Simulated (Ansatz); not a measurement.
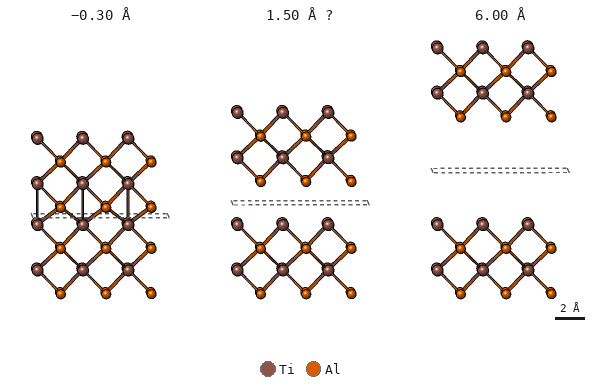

A scan of solid TiAl (Pm-3m): the crystal is pulled apart rigidly along the normal of the (1 0 0) plane of the conventional cell, at a cut between a plane of Ti below and one of Al above, 1.58 Å apart. One cut stands in each cell, which starts 9.5 Å high; nothing is relaxed, and the dashed outline marks the cut. A ball-and-stick model of the layers on both sides of the cut, seen from the side, nearly along the cut plane.

Theory: DFT PBEsol, scalar-relativistic, plane waves, PAW in Ansatz 0.2.0. Set-up: plane-wave cutoff 420 eV; k-point mesh 19 × 19 × 7; occupations gaussian; smearing width 0.15 eV; no spin polarisation. Energies (free energies at the smearing named) are counted from the relaxed crystal.

```csv
opening (Å),ΔE per area (J/m²)
−0.30,0.312
0.00,0.000
0.25,0.150
0.50,0.503
0.75,0.949
1.00,1.412
1.50,?
2.00,2.834
3.00,3.535
4.50,3.870
6.00,3.918
```

Question: Estimate the missing energy from the other rows, and compare with the calculation.

Answer: A straight line between the two neighbours gives 2.123 J/m². A cubic through the four nearest rows (0.75, 1.00, 2.00, 3.00) gives, with Lagrange weights, (−0.5333)(0.949) + (1.1250)(1.412) + (0.4500)(2.834) + (−0.0417)(3.535) = 2.210 J/m². The calculation gives 2.231 J/m², so the cubic is 0.021 J/m² too low and the straight line 0.108 J/m² too low, as the curve bends downwards here.

The whole profile:

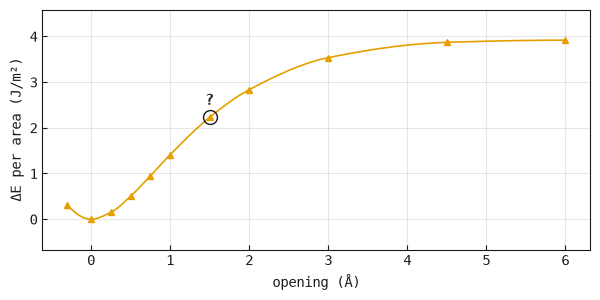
